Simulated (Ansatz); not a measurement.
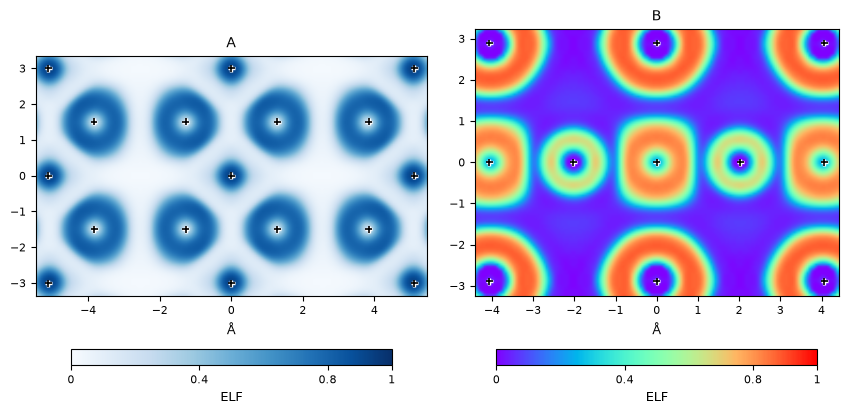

The ELF of 2 systems, each on a plane through atoms (crosses mark nuclei in the plane).

The calculation used DFT PBE+U, scalar-relativistic, plane waves, PAW in Ansatz.

System 1: BaTiO3, the (001) plane of the conventional cell. Space group Amm2; computed pressure about −6 GPa in this cell; Hubbard U of 4 eV on Ti d only; the program warned that a starting moment wasn't kept; spin-polarised, but the moments vanished.

```xyz
10
Lattice="4.0622 0.0000 0.0000 0.0000 5.7854 0.0000 0.0000 0.0000 5.8032" Properties=species:S:1:pos:R:3 pbc="T T T"
Ba    0.0000    0.0000    0.0000
Ba    0.0000    2.8927    2.9016
Ti    2.0311    2.8927    0.0458
Ti    2.0311    0.0000    2.9475
O     0.0000    0.0000    2.8558
O     0.0000    2.8927    5.7574
O     2.0311    1.4718    1.4398
O     2.0311    4.3645    4.3415
O     2.0311    4.3136    1.4398
O     2.0311    1.4209    4.3415
```

System 2: CuO, the (110) plane of the conventional cell. Space group Cccm; a structure from a database of computed crystals, not necessarily the ambient phase; changed on purpose from its base cell (biaxial strain in the a-b plane, c and atoms relaxed: +1.5 %); computed without spin polarisation; Hubbard U of 4 eV on Cu d only.

```
Cu O
1.0
     0.00000    4.24530    0.00000
     4.26250    0.00000    0.00060
     0.00592    0.00000   -5.11746
Cu O
4 4
Direct
  0.75000 0.25000 0.50000
  0.25000 0.25000 0.00000
  0.25000 0.75000 0.50000
  0.75000 0.75000 0.00000
  0.99972 0.50000 0.75000
  0.00028 0.50000 0.25000
  0.49972 0.00000 0.75000
  0.50028 0.00000 0.25000
```

### Match each panel to its system.

Panel A is system 2, CuO: the plane holds Cu and O. Cu–O (1.97 Å): the ELF peaks at about 0.85 in the valence shell of O, 0.6 Å from its nucleus, and is about 0.20 at the midpoint (no localised pair shows between them). Panel B is system 1, BaTiO3: the plane holds Ba, Ti and O. Ti–O (2.03 Å): the ELF peaks at about 0.80 in the valence shell of O, 0.6 Å from its nucleus, and is about 0.20 at the midpoint; no shared electron pair shows on this line.
